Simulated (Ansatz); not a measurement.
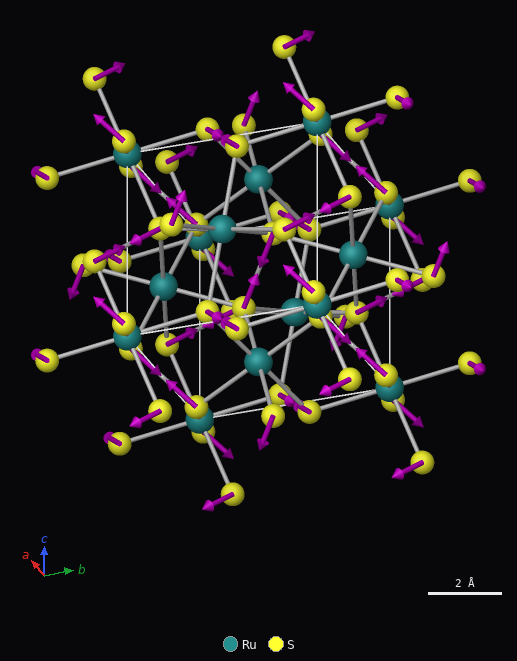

This is a relaxation of a crystal of RuS2 (set up in Pa-3). The starting structure is drawn; purple arrows show the displacements, magnified 10 times.

The picture is a ball-and-stick view of the cell of the calculation, seen from a free direction.

Theory: DFT, PBE, plane-wave PAW, default files, scalar-relativistic in Ansatz 0.2.0.

Input
```yaml
crystal:
  lattice:
    - [5.57, 0.0, 0.0]
    - [0.0, 5.57, 0.0]
    - [0.0, 0.0, 5.57]
  atoms:
    - { symbol: Ru, position: [0.0, 0.0, 0.0], spin: 2.0 }
    - { symbol: Ru, position: [0.5, 0.0, 0.5], spin: 2.0 }
    - { symbol: Ru, position: [0.5, 0.5, 0.0], spin: 2.0 }
    - { symbol: Ru, position: [0.0, 0.5, 0.5], spin: 2.0 }
    - { symbol: S, position: [0.625, 0.625, 0.625] }
    - { symbol: S, position: [0.875, 0.375, 0.125] }
    - { symbol: S, position: [0.125, 0.875, 0.375] }
    - { symbol: S, position: [0.375, 0.125, 0.875] }
    - { symbol: S, position: [0.375, 0.375, 0.375] }
    - { symbol: S, position: [0.125, 0.625, 0.875] }
    - { symbol: S, position: [0.875, 0.125, 0.625] }
    - { symbol: S, position: [0.625, 0.875, 0.125] }
magnetization:
  spin_polarized: true
kpoints:
  mp_grid: { grid: [6, 6, 6] }
scf:
  occupations: { method: fermi_dirac, width: 0.05 }
hamiltonian:
  xc: pbe
  pseudopotentials: { kind: paw }
output:
  forces: true
  stress: true
  populations: true
  efg:
    quadrupole_moments_barn: { Ru: 0.079, S: -0.0694 }
    contact_densities: true
  write_density: true
  write_potential: true
  elf: true
  volumetric_format: npy
relax:
  f_tol: 0.02
  max_steps: 60
```

Run as
```bash
ansatz run input.yaml --threads 1 --pin off --max-ram 3072MiB --backend cpu --events-out ev --progress --plain --runs-dir out
```

Which element moves most?

Answer. Sulfur: up to 0.11 Å, against 0.00 Å for ruthenium.

What did the optimiser do to the structure, and how much energy did it gain?

Answer. Over 4 accepted moves (5 points after the start) the energy falls by 53.1 meV per atom. Largest force component: 0.69 eV/Å at the start, under 0.0001 eV/Å at the end. 1 step only repeated the SCF at the same geometry. The largest moves, 0.11 Å, are those of 8 atoms (S5, S6, S7, S8 and others). S5 goes along [−1 −1 −1]. Ru stays in place. The cell doesn't change. Some distances before and after: S5–S9 2.412 → 2.185 Å, Ru1–S10 2.309 → 2.332 Å. Among the angles between lasting bonds that change: Ru1–S12–S8 100.0° → 102.8°. The space group stays Pa-3 (No. 205). The program noted that the starting moments weren't kept. Cost: 4 min on 1 thread of Arm Neoverse V2, on a shared host, peak memory 0.78 GiB.
